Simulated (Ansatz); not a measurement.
Start from this file.

```
CELL_PARAMETERS angstrom
11.57658 0.00000 0.00000
0.00000 3.90782 0.00000
0.00000 0.00000 4.80693
ATOMIC_POSITIONS crystal
Ge 0.13436 0.25000 0.12466
Ge 0.86564 0.75000 0.87534
Ge 0.36564 0.75000 0.62466
Ge 0.63436 0.25000 0.37534
Se 0.84598 0.25000 0.52390
Se 0.15402 0.75000 0.47610
Se 0.65402 0.75000 0.02390
Se 0.34598 0.25000 0.97610
```

### What would you see if this were drawn?

Chemical formula GeSe. It is primitive orthorhombic, space group Pnma (No. 62). The cell has 8 atoms, namely 4 Ge, 4 Se. Each Ge is bonded to three Se in a trigonal pyramidal arrangement at 2.55 to 2.59 Å. The neighbours of Se are three Ge in a trigonal pyramidal arrangement at 2.55 to 2.59 Å. The bonds build GeSe layers parallel to (100).

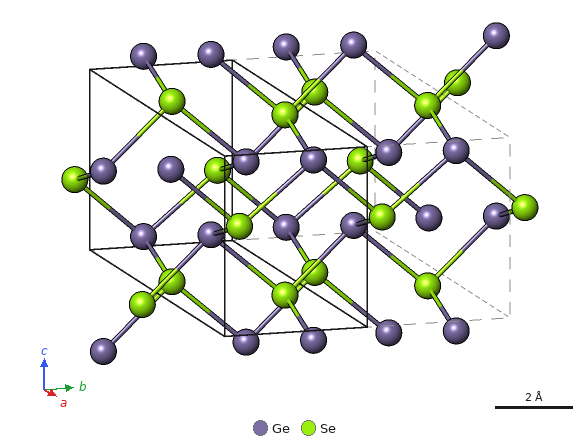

Ball-and-stick representation of a periodic structure, projected slightly off an axis. The conventional unit cell (solid box) is repeated to 1×2×1 cells. Every bond is drawn to its end, so some atoms lie outside the box. Colours: germanium purple, selenium green.

The structure was taken from a structure listed in the Materials Project. The cell was then strained or its atoms displaced on purpose. It went into a calculation with Ansatz.
